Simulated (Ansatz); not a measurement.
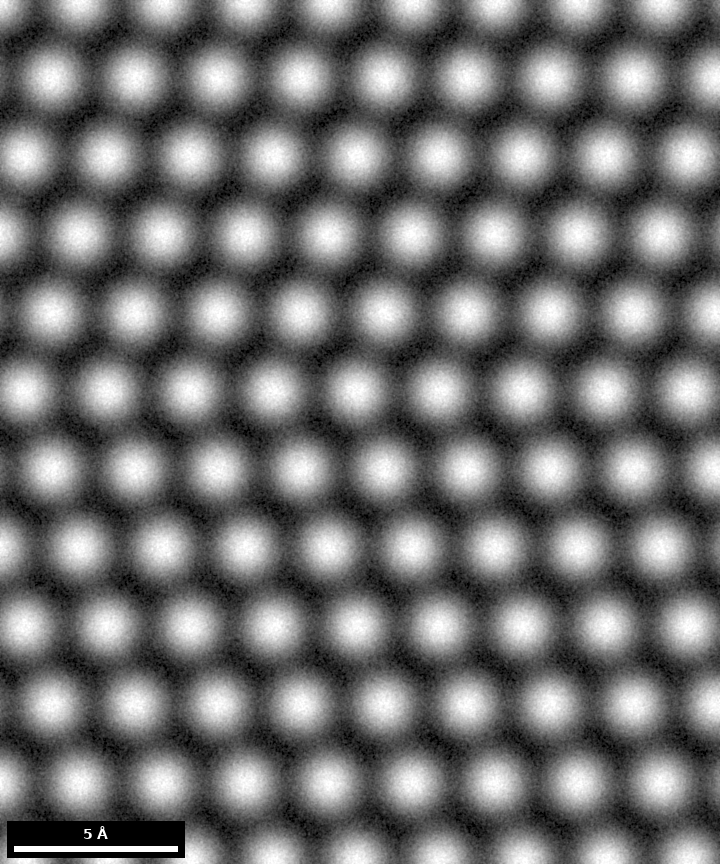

iDPC-like image of Ti (Fm-3m, No. 225) along [110]. Simulated as the projected potential of neutral atoms (B = 0.3 Å²) blurred by a 1.19 Å probe, the thin-sample limit of integrated differential phase contrast. The display is stretched by a gamma of 0.65; percentages refer to the linear signal. Shot noise was added.

One planar defect was built into the perfect crystal by geometry alone, without relaxation. Host structure: the geometry relaxed with Ansatz, DFT, BLYP, plane waves (420 eV) with PAW, scalar-relativistic; the starting structure was generated, so it need not be a known form of this composition.

Where does the periodic pattern break, and how?

Answer. A twin boundary runs horizontally about 12 Å below the top edge. The part above it is the mirror image of the part below, so slanted rows of columns change direction there; the row on the boundary belongs to both.
